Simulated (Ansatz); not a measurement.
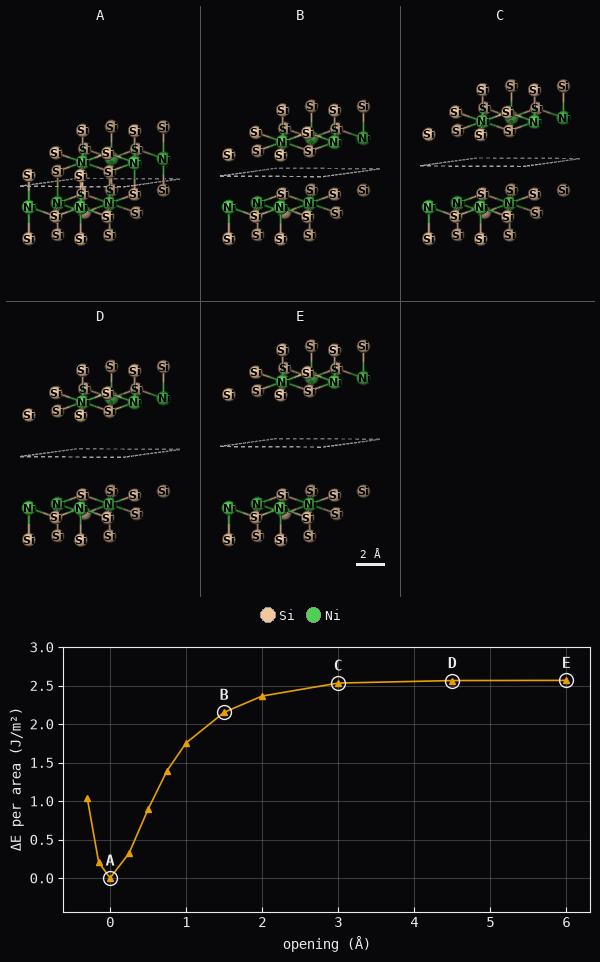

A scan of a crystal of Si₂Ni (Fm-3m): the crystal is pulled apart rigidly along the normal of the (1 1 1) plane of the conventional cell, at a cut between a plane of Si below and one of Si above, 1.56 Å apart. One cut stands in each cell, which starts 9.3 Å high; nothing is relaxed, and the dashed outline marks the cut. The lettered frames are marked on the plot. A ball-and-stick model of the layers on both sides of the cut, seen from the side, nearly along the cut plane.

Level of theory: Ansatz 0.2.0, DFT PBEsol, scalar-relativistic, plane waves, PAW. Set-up: plane-wave cutoff 420 eV; k-point mesh 14 × 14 × 5; occupations gaussian; smearing width 0.15 eV; no spin polarisation. Energies (free energies at the smearing named) are counted from the relaxed crystal.

What does the scan show?

At the widest opening, 6.00 Å, the energy has risen by 2.566 J/m², where the curve has levelled off: this is the ideal work of separation, the sum of the two unrelaxed surface energies of a slab 9.3 Å thick. The steepest rise lies between 0.25 Å and 0.50 Å, with a mean traction of about 23 GPa. Pressing the cut together by 0.30 Å costs 1.037 J/m².

Limits of the set-up: an element that often carries a moment was run without spin polarisation.
